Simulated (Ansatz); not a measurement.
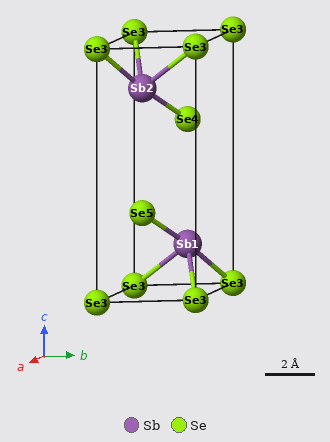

**Figure 1.** The input geometry (ball-and-stick view of the cell of the calculation, seen slightly off an axis; atoms are numbered from 1 in the order of the input). Near neighbours in the crystal (not all of them lie inside the picture): Sb has 6 Se at 2.82 to 3.02 Å; Se has 6 Sb at 3.02 Å; Se has 3 Sb at 2.82 Å.

Run report: Sb₂Se₃, band-structure calculation (part 1 of 2)

- system: Sb₂Se₃ (5 atoms in the cell)
- method: DFT, PBE, PAW with Ansatz's default frozen-core files, scalar-relativistic, no spin polarisation (Ansatz 0.2.0)

It belongs to a series of runs on one base structure; here: PAW files in place of LAPW. Figures and captions count atoms from 1; the log counts them from 0 in places.

Input:
```yaml
crystal:
  lattice:
    - [4.0694543721, 0.0, 0.0]
    - [-2.034727186, 3.5242508658, 0.0]
    - [0.0, 0.0, 10.5348044482]
  atoms:
    - { symbol: Sb, position: [0.3333333333, 0.6666666667, 0.1799456836] }
    - { symbol: Sb, position: [0.6666666667, 0.3333333333, 0.8200543164] }
    - { symbol: Se, position: [0.0, 0.0, 0.0] }
    - { symbol: Se, position: [0.3333333333, 0.6666666667, 0.672628085] }
    - { symbol: Se, position: [0.6666666667, 0.3333333333, 0.327371915] }
kpoints:
  mp_grid: { grid: [8, 8, 5] }
  band_path:
    path:
      - [0.0, 0.0, 0.0]
      - [0.5, 0.0, 0.0]
      - [0.3333333333, 0.3333333333, 0.0]
      - [0.0, 0.0, 0.0]
      - [0.0, 0.0, 0.5]
      - [0.5, 0.0, 0.5]
      - [0.3333333333, 0.3333333333, 0.5]
      - [0.0, 0.0, 0.5]
      - [0.5, 0.0, 0.5]
    npoints: 14
scf:
  occupations: { method: fermi_dirac, width: 0.03 }
hamiltonian:
  xc: pbe
  pseudopotentials: { kind: paw }
output:
  forces: true
  stress: true
  eigenvalues: true
  efg: { contact_densities: true }
  populations: true
  bader: true
  dos: { projected: true, de: 0.2, e_range: [-14, 8] }
  write_density: true
  write_potential: true
  elf: true
  volumetric_format: npy
```

Hardware: 2 threads of Arm Neoverse V2, 24 GiB of memory available, shared host.

Launched with:
```bash
ansatz run input.yaml --threads 2 --pin off --max-ram 5120MiB --backend cpu --events-out ev --progress --plain --runs-dir out
```

Output:
```
Sb: output.efg is read without spin–orbit coupling, which moves field gradients at and beside such atoms by some per cent and up to a factor of two; PAW files take it under magnetization.noncollinear and magnetization.spin_orbit
Engine: ansatz 0.2.0, aarch64-unknown-linux-gnu
Pseudopotentials: kind: paw
Pseudopotential: Sb, paw, valence charge 15, recommended cutoff 420 eV (normal), Sb.paw.azcp
Pseudopotential: Se, paw, valence charge 16, recommended cutoff 420 eV (normal), Se.paw.azcp
Functional definition: PBE
  parameter kappa = 0.804
  parameter beta = 0.06672455060314922
  exchange = pbe_x(kappa = kappa, mu = beta*pi^2/3)
  correlation = pbe_c(beta = beta)
Crystal: 5 atoms, lattice volume = 151.088 Å³
Basis set: ecut = 420 eV, 2927 PW (Γ), exchange–correlation on 60×60×144 points (8 copies of the dense FFT grid, shifted against one another)
Bands: 47, of which v1, the nominal top of the filled ones, is band 39 counted from 1 (38 counted from 0)
Symmetry: 12 space group operations
Space group: P-3m1 (ITA 164), of the structure as read, at distance tolerance 5.3e-5 Å
k-points: 40 of 320
Non-local potential: Sb, projectors of the file, l = 0: 2, l = 1: 2, l = 2: 2, l = 3: 2
Non-local potential: Se, projectors of the file, l = 0: 2, l = 1: 2, l = 2: 3, l = 3: 1
PAW form: soft (Blöchl's): semilocal exchange-correlation on the pseudo side does not see the compensation charge
PAW one-centre angular grid: Sb, 590 points (default); XC on 64 Gauss nodes
PAW one-centre angular grid: Se, 590 points (default); XC on 64 Gauss nodes
Initial density: superposition of atomic densities (neutral atoms: chi_scale 0, normalization atom), corrected by the library's trained network
Initial wavefunctions: pseudopotential atomic-orbital guess
Functional: x = pbe(κ = 0.804, μ = 0.2195149727645171), c = pbe(β = 0.06672455060314922)
SCF iter   1: F=—  HF=-29377.514574 eV  |F-HF|=—  |Δ(HF+E_count)|=         —  Δρ=1.24e-3  dr2=3.43e-3  ethr=1.77e-3  ⟨swp⟩=7.5  Hψ=7384  notcnv=0  defer=6
preconditioner: auto → Resta (q_TF=auto, 2.444 Å⁻¹)  ε∞=4.1  [insulator: Δε(μ)=0.456 eV  Ē_g=9.022 eV  σ=0.030 eV  W_gap=1.00  n_scr=38 (ndim 8)  ℏωp=16.0 eV  f_vac=0.131  D(μ)=0.00/eV (n_scr^D=0)  ε∞_Penn≈4.1]
SCF iter   2: F=—  HF=-29377.513300 eV  |F-HF|=—  |Δ(HF+E_count)|=   1.27e-3  Δρ=6.63e-4  dr2=6.63e-4  ethr=4.40e-6  ⟨swp⟩=2.0  Hψ=3761  notcnv=0  defer=53
SCF iter   3: F=—  HF=-29377.513546 eV  |F-HF|=—  |Δ(HF+E_count)|=   2.46e-4  Δρ=3.15e-4  dr2=2.34e-4  ethr=8.50e-7  ⟨swp⟩=2.3  Hψ=2565  notcnv=0  defer=53
SCF iter   4: F=—  HF=-29377.513703 eV  |F-HF|=—  |Δ(HF+E_count)|=   1.58e-4  Δρ=1.31e-4  dr2=8.53e-5  ethr=3.00e-7  ⟨swp⟩=3.0  Hψ=3339  notcnv=0  defer=53
SCF iter   5: F=—  HF=-29377.513712 eV  |F-HF|=—  |Δ(HF+E_count)|=   8.50e-6  Δρ=5.47e-5  dr2=8.57e-6  ethr=1.09e-7  ⟨swp⟩=2.8  Hψ=3152  notcnv=0  defer=53
SCF iter   6: F=—  HF=-29377.513721 eV  |F-HF|=—  |Δ(HF+E_count)|=   9.52e-6  Δρ=1.57e-5  dr2=7.90e-7  ethr=1.10e-8  ⟨swp⟩=2.6  Hψ=3006  notcnv=0  defer=53
SCF iter   7: F=—  HF=-29377.513723 eV  |F-HF|=—  |Δ(HF+E_count)|=   1.65e-6  Δρ=6.44e-6  dr2=1.18e-7  ethr=1.01e-9  ⟨swp⟩=2.0  Hψ=3387  notcnv=0  defer=53
SCF iter   8: F=-29377.513723 eV  HF=-29377.513723 eV  |F-HF|=4.17e-8  |Δ(HF+E_count)|=   2.51e-7  Δρ=2.85e-6  dr2=2.07e-8  ethr=1.28e-10  ⟨swp⟩=14.2  Hψ=14908  notcnv=0
SCF 1 converged in 8 iterations: F = -29377.513723 eV  dr2 = 2.07e-8
  greatest PAW one-centre occupation: 1.000 electrons in one spin orbital (limit 2), on the Se atom at site 4 (counted from 0), in its partial waves of l = 2
NSCF: frozen V_eff on 113 k-points
SCF converged after 8 iterations
Free energy (F): -29377.513723 eV
Harris-Foulkes:  -29377.513723 eV  (|F-HF|=4.17e-8)
Internal energy: -29377.513717 eV  (E = F + TS)
E sigma→0 (E₀):  -29377.513720 eV
Entropy (-TS):   -0.000006 eV (-0.001 meV/atom)
Fermi energy:    7.331185 eV
--- Per-component energies (eV) ---
  E_band       = -1603.388715
  E_kinetic    = 764.450005
  E_local      = -12087.429872  (includes V_loc(G=0)·N_el)
  E_nonlocal   = -1064.737841
  E_hartree    = 5797.527417
  E_xc         = -588.245986
  E_vxc        = -484.948713  (∫ρ·V_xc dr)
  E_paw        = -14881.012888  (= ΣΔE_a)
  E_vpaw       = -325.773318  (= ΣTr[D̂ρ^β])
  E_aug_tail   = -0.001799  (compensation charges beyond the density's cutoff)
  E_ewald      = -7318.062752
  E_smearing   = -0.000006  (= −TS)
  E_closure    = -0.000000  (closes the sum)
  Σ components = -29377.513723   (vs F -29377.513723, Δ=0.00e0)
--- Forces (eV/Å), atoms counted from 1 ---
  atom   1  Sb     0.00000000    -0.00000000    -0.00009639
  atom   2  Sb    -0.00000000     0.00000000     0.00009639
  atom   3  Se    -0.00000000    -0.00000000    -0.00000000
  atom   4  Se     0.00000000    -0.00000000     0.00017214
  atom   5  Se    -0.00000000     0.00000000    -0.00017214
  max |Σ_I F_I| component: 9.25e-18 eV/Å
--- Stress (GPa, compression-positive) ---
       -0.001943       0.000000      -0.000000
        0.000000      -0.001943      -0.000000
       -0.000000      -0.000000      -0.004920
  P = ⅓ Tr σ = -0.0029 GPa (-0.029 kbar)
--- PAW observables at the nuclei: V_zz in 10²¹ V/m², potentials from the cell's mean, atoms counted from 1 ---
  atom   1  Sb V_zz =    -1.427330   η = 0.0000   by run symmetry: allowed
            electrostatic potential = -8405.490788 V   contact ρ = 1350196.386550 e/Å³
  atom   2  Sb V_zz =    -1.427330   η = 0.0000   by run symmetry: allowed
            electrostatic potential = -8405.490788 V   contact ρ = 1350196.386550 e/Å³
  atom   3  Se V_zz =    +9.454214   η = 0.0000   by run symmetry: allowed
            electrostatic potential = -4709.600383 V   contact ρ = 262889.929641 e/Å³
  atom   4  Se V_zz =    -4.021337   η = 0.0000   by run symmetry: allowed
            electrostatic potential = -4709.463733 V   contact ρ = 262893.344208 e/Å³
  atom   5  Se V_zz =    -4.021337   η = 0.0000   by run symmetry: allowed
            electrostatic potential = -4709.463733 V   contact ρ = 262893.344208 e/Å³
--- Band table (eV; the first three rows and the last of 40) ---
  k-point 0: bands = ["-40.2143", "-40.2143", "-40.2143", "-40.2143", "-40.2003", "-40.2003", "-40.2003", "-40.2003", "-40.1947", "-40.1947", "-40.1095", "-40.0985", "-40.0985", "-40.0621", "-40.0621", "-22.1616", "-22.1616", "-22.1614", "-22.1614", "-22.1533", "-22.1526", "-22.1482", "-22.1482", "-22.1477", "-22.1477", "-6.7931", "-6.2660", "-5.5176", "-1.3993", "-0.0947", "5.1046", "5.3707", "5.3707", "5.4915", "5.4915", "5.6303", "5.9375", "5.9375", "7.0643", "7.5267", "8.6010", "8.6010", "9.4143", "9.6550", "9.6550", "12.9144", "13.8713"]
  k-point 1: bands = ["-40.2143", "-40.2143", "-40.2143", "-40.2143", "-40.2003", "-40.2003", "-40.2003", "-40.2003", "-40.1947", "-40.1947", "-40.1095", "-40.0985", "-40.0985", "-40.0621", "-40.0621", "-22.1616", "-22.1616", "-22.1614", "-22.1614", "-22.1533", "-22.1526", "-22.1482", "-22.1482", "-22.1477", "-22.1477", "-6.7845", "-6.2885", "-5.4993", "-1.4321", "-0.0537", "4.9402", "5.3599", "5.3599", "5.5089", "5.5089", "5.8599", "5.9297", "5.9297", "6.9192", "7.5982", "8.6020", "8.6020", "9.4180", "9.6576", "9.6576", "12.9168", "13.7553"]
  k-point 2: bands = ["-40.2143", "-40.2143", "-40.2143", "-40.2143", "-40.2003", "-40.2003", "-40.2003", "-40.2003", "-40.1947", "-40.1947", "-40.1095", "-40.0985", "-40.0985", "-40.0621", "-40.0621", "-22.1616", "-22.1616", "-22.1614", "-22.1614", "-22.1533", "-22.1526", "-22.1482", "-22.1482", "-22.1478", "-22.1478", "-6.7692", "-6.3248", "-5.4710", "-1.4819", "0.0097", "4.7690", "5.3463", "5.3463", "5.5340", "5.5340", "5.9162", "5.9162", "6.2386", "6.6163", "7.6794", "8.6035", "8.6035", "9.4241", "9.6618", "9.6618", "12.9082", "13.6453"]
  k-point 39: bands = ["-40.2142", "-40.2142", "-40.2141", "-40.2141", "-40.2003", "-40.2003", "-40.2003", "-40.2003", "-40.1946", "-40.1946", "-40.1094", "-40.0985", "-40.0985", "-40.0620", "-40.0619", "-22.1592", "-22.1590", "-22.1554", "-22.1553", "-22.1528", "-22.1521", "-22.1515", "-22.1497", "-22.1477", "-22.1475", "-5.2292", "-5.1711", "-5.1245", "-2.0916", "-1.9358", "2.1885", "2.7343", "3.0179", "3.4218", "4.0732", "4.2618", "5.3126", "6.4729", "6.6957", "9.0539", "9.3239", "9.6955", "10.9151", "11.0942", "11.7858", "12.8754", "13.8441"]
--- Löwdin populations: 5 sites ---
  site symbol       q [e]
     0     Sb     14.4021
     1     Sb     14.4021
     2     Se     16.4217
     3     Se     16.2847
     4     Se     16.2847
  spilling = 0.002624 (of n_electrons = 78.000000)
--- Bader charges: 5 sites ---
  site symbol  charge [e]  shift [e]
     0     Sb      0.9349     0.0000
     1     Sb      0.9348     0.0000
     2     Se     -0.7341     0.0000
     3     Se     -0.5678     0.0000
     4     Se     -0.5678     0.0000
  estimated error of the sums over rays = 6.5e-4 e
```

File bader_charges.tsv:
```
# site	symbol	x_ang	y_ang	z_ang	partial_charge_e	electrons	volume_ang3	relative_density_drop	shared_charge_e	partial_wave_shift_e
# quadrature_error_electrons = 6.5e-4
0	Sb	0.0000	2.3495	1.8957	0.93486	50.06514	23.32	-	0.93486	0.00004
1	Sb	2.0347	1.1748	8.6391	0.93484	50.06516	23.32	-	0.93484	0.00004
2	Se	0.0000	0.0000	0.0000	-0.73415	34.73415	28.07	-	-0.73415	0.00000
3	Se	0.0000	2.3495	7.0860	-0.56777	34.56777	37.46	-	-0.56777	0.00004
4	Se	2.0347	1.1748	3.4488	-0.56778	34.56778	37.46	-	-0.56778	0.00004
```

File dos.tsv:
```
# E-E_F[eV]	g_bin_mean(E)[states/eV]	N(E)
# format = ansatz-dos/2
# fermi_ev = 7.331185
# fermi_mp_grid = 8 8 5
# fermi_mp_shift = 0 0 0
# g_bin_mean(E): the states in a bin one row spacing wide, centred on E, divided by that spacing. States that the method places at a single energy (under output.dos.method: tetrahedron, those of a tetrahedron whose four corners have one energy) are counted whole in the row whose bin holds that energy (on the edge of two bins, in the lower row). The sum of g_bin_mean over a run of rows, times the row spacing, is the number of states from half a spacing under the first of them to half a spacing over the last (a plain sum, not the trapezoid rule).
-14.000000	7.883777e-1	5.006924e1
-13.800000	9.454741e-1	5.024837e1
-13.600000	1.516869e0	5.045480e1
-13.400000	2.151353e0	5.085655e1
-13.200000	2.487217e0	5.132210e1
-13.000000	2.977679e0	5.185984e1
-12.800000	5.775538e0	5.258327e1
-12.600000	7.849714e0	5.411691e1
-12.400000	5.502330e0	5.600000e1
-12.200000	0.000000e0	5.600000e1
-12.000000	0.000000e0	5.600000e1
-11.800000	0.000000e0	5.600000e1
-11.600000	0.000000e0	5.600000e1
-11.400000	0.000000e0	5.600000e1
-11.200000	0.000000e0	5.600000e1
-11.000000	0.000000e0	5.600000e1
-10.800000	0.000000e0	5.600000e1
-10.600000	0.000000e0	5.600000e1
-10.400000	0.000000e0	5.600000e1
-10.200000	0.000000e0	5.600000e1
-10.000000	0.000000e0	5.600000e1
-9.800000	0.000000e0	5.600000e1
-9.600000	0.000000e0	5.600000e1
-9.400000	3.083478e0	5.620962e1
-9.200000	3.684419e0	5.699681e1
-9.000000	4.222889e0	5.770773e1
-8.800000	4.434841e0	5.873136e1
-8.600000	1.043156e0	5.920178e1
-8.400000	8.299303e-1	5.937975e1
-8.200000	7.133535e-1	5.953375e1
-8.000000	6.523669e-1	5.966900e1
-7.800000	5.694113e-1	5.979216e1
-7.600000	5.786808e-1	5.989785e1
-7.400000	1.874735e-1	5.999573e1
-7.200000	0.000000e0	6.000000e1
-7.000000	0.000000e0	6.000000e1
-6.800000	0.000000e0	6.000000e1
-6.600000	0.000000e0	6.000000e1
-6.400000	0.000000e0	6.000000e1
-6.200000	0.000000e0	6.000000e1
-6.000000	0.000000e0	6.000000e1
-5.800000	0.000000e0	6.000000e1
-5.600000	0.000000e0	6.000000e1
-5.400000	9.741864e-1	6.002881e1
-5.200000	2.301573e0	6.042011e1
-5.000000	1.808034e0	6.085578e1
-4.800000	1.642475e0	6.116091e1
-4.600000	1.837481e0	6.155949e1
-4.400000	1.783740e0	6.186269e1
-4.200000	3.262040e0	6.229362e1
-4.000000	4.446670e0	6.319182e1
-3.800000	4.306187e0	6.402337e1
-3.600000	4.622317e0	6.493152e1
-3.400000	4.257986e0	6.582047e1
-3.200000	4.552230e0	6.670649e1
-3.000000	5.281977e0	6.767632e1
-2.800000	4.419838e0	6.869853e1
-2.600000	4.388633e0	6.951960e1
-2.400000	4.028612e0	7.040570e1
-2.200000	3.113827e0	7.112992e1
-2.000000	3.515298e0	7.170613e1
-1.800000	4.558238e0	7.256117e1
-1.600000	3.730012e0	7.336553e1
-1.400000	4.496109e0	7.422200e1
-1.200000	2.520371e0	7.489789e1
-1.000000	2.386993e0	7.545945e1
-0.800000	2.572712e0	7.585048e1
-0.600000	4.773171e0	7.671006e1
```
